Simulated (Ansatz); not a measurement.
# Electron scattering at the Σ11 (332) boundary in bcc Ta with Co (substitutional), part 3 of 3

How much does the Σ11 (332) boundary in bcc Ta with Co (substitutional) reflect electrons?

Ansatz 0.2.0; Ansatz plane-wave DFT, PBE, PAW files, collinear spin; relaxation of a bicrystal slab with its lowest layers held; PAW set soft_1 (the session's first sound run).

So far. Step 2 (Relaxing the bicrystal): The largest force component on a free atom ends at 0.016 eV/Å, under the tolerance of 0.03, after 18 steps.

### Step 3. Transmission across the boundary (continued)

Level of this step: Ansatz plane-wave DFT, PBE, PAW files, collinear spin; ballistic transport by layer matching (Landauer), zero bias; boundary relaxed in a short slab, bulk layers laid on; PAW set soft_1 (Ansatz).

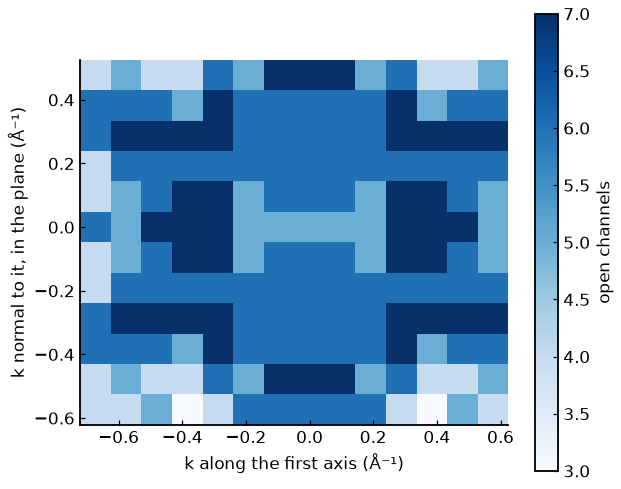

Open channels over k1 and k2. At 0.0000 eV from the Fermi level, spin up.

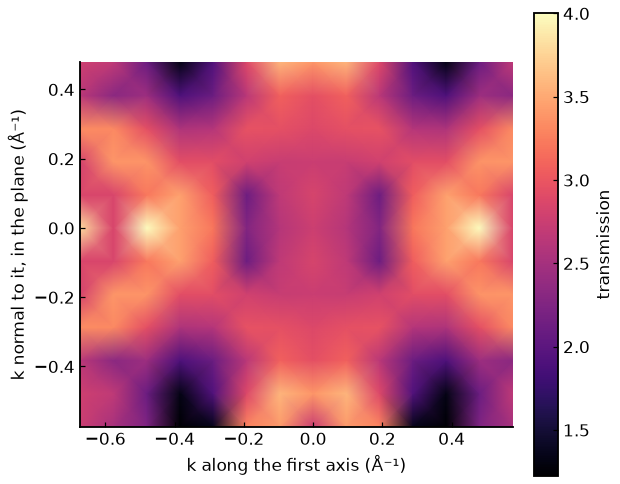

Transmission over k1 and k2. At 0.0000 eV from the Fermi level, spin down.

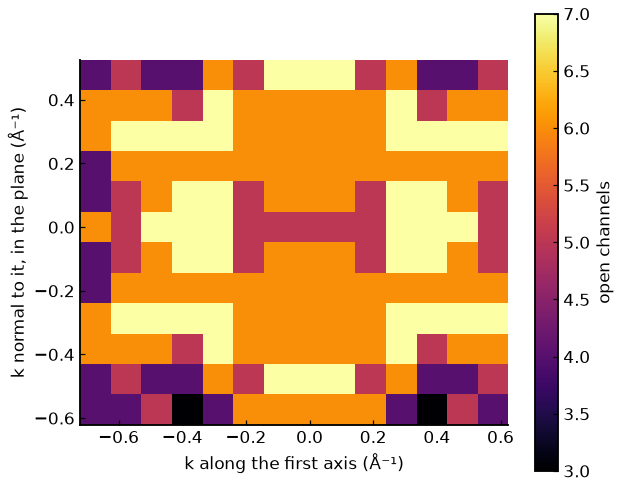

Open channels over k1 and k2. At 0.0000 eV from the Fermi level, spin down.

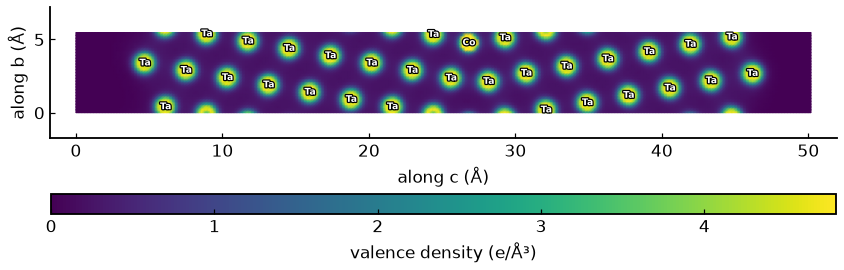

Valence density in the cb plane at fractional x = 0.000, with atoms of Ta and Co within 0.2 Å of it. It is the smooth field of the valence electrons, not physical close to the nuclei. The map starts off the cell's origin, so that atoms lie inside it.

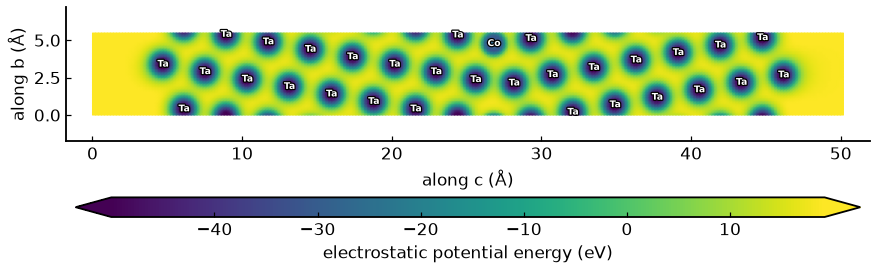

Electrostatic potential energy in the cb plane at fractional x = 0.000, with atoms of Ta and Co within 0.2 Å of it. With pseudopotentials it is smooth inside the atoms' cores, unlike the true potential. The map starts off the cell's origin, so that atoms lie inside it.

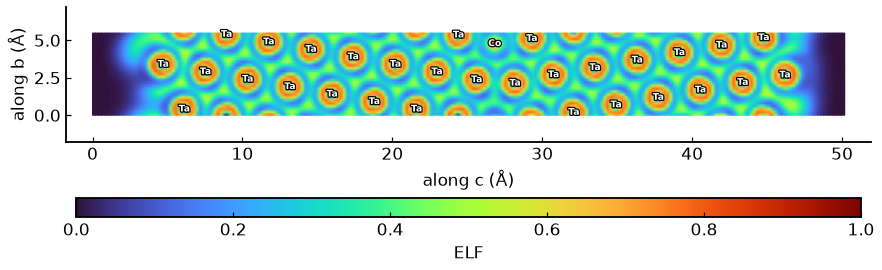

ELF in the cb plane at fractional x = 0.000, with atoms of Ta and Co within 0.2 Å of it. It is the smooth field of the valence electrons, not physical close to the nuclei. The map starts off the cell's origin, so that atoms lie inside it.

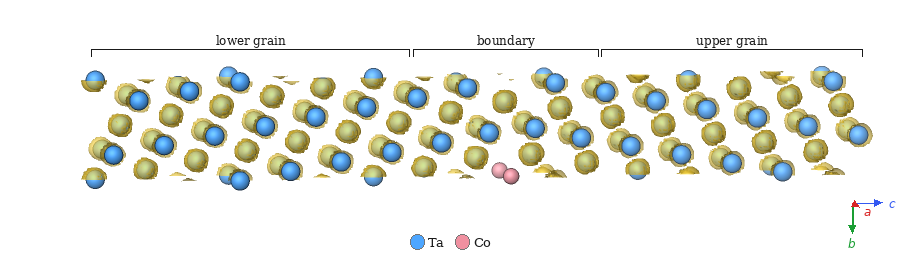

Surface of ELF = 0.71.

Nearest the Fermi level spin up passes 2.75 of 5.80 channels of the lower lead and spin down 2.75 of 5.80.

### Step 4. Specific resistance

This step: Ansatz plane-wave DFT, PBE, PAW files, collinear spin; ballistic transport by layer matching (Landauer), zero bias; specific resistance of the boundary; PAW set soft_1 (Ansatz 0.2.0).

Numbers from this step:

- area resistance: 0.6305 fΩ m²
- T over the leads' mean channel count: 0.4773
- spin asymmetry γ: -1.40e-6 (R down - R up) / (R down + R up)

Averaged over the energies near the Fermi level, 47.7 % of the channels pass, which makes 0.631 fΩ m².

By hand, with means over the energies near the Fermi level: RA per spin = A (h/e²)(1/T − ½[1/N₁ + 1/N₂]); spin up: 25.58×10⁻²⁰ m² × 25 813 Ω × (1/2.737 − ½[1/5.735 + 1/5.735]) = 1.26 fΩ m²; spin down: 25.58×10⁻²⁰ m² × 25 813 Ω × (1/2.737 − ½[1/5.735 + 1/5.735]) = 1.26 fΩ m². The spins conduct in parallel, so 1/RA = 1/1.26 + 1/1.26 and RA = 0.631 fΩ m²; γ = (1.26 − 1.26)/(1.26 + 1.26) = 0.

### Step 5. Results

| Quantity | Value |
| --- | --- |
| specific resistance of the boundary | 0.631 fΩ m² |
| share of channels that pass | 0.477 |

What this shows: The boundary has a specific resistance of 0.63 fΩ m². The boundary reflects 52 % of the channels; 0.63 fΩ m² is 6.3×10⁻¹² Ω·cm². That equals the resistance of 4.7 nm of bulk Ta at 300 K (measured 13.5 µΩ cm, CRC Handbook of Chemistry and Physics, 84th ed., 2003, Electrical Resistivity of Pure Metals). One Co in 25.6 Å² of boundary is a high coverage. Each plane of this narrow cell holds one atom, so the solute fills a whole plane. One starting structure was relaxed; another shift or atom count at the boundary may lie lower. Spin-orbit coupling is left out, which matters for Ta. One magnetic start was tried, and the two spins conduct in parallel without mixing. A lead's potential steps by up to 30 meV from period to period, which the log calls too much, so longer leads could move the result.

[Hosts, paths, dates, database ids (printed as entryN), source tags and the programs' standing remarks are cut or masked in the printed files.]
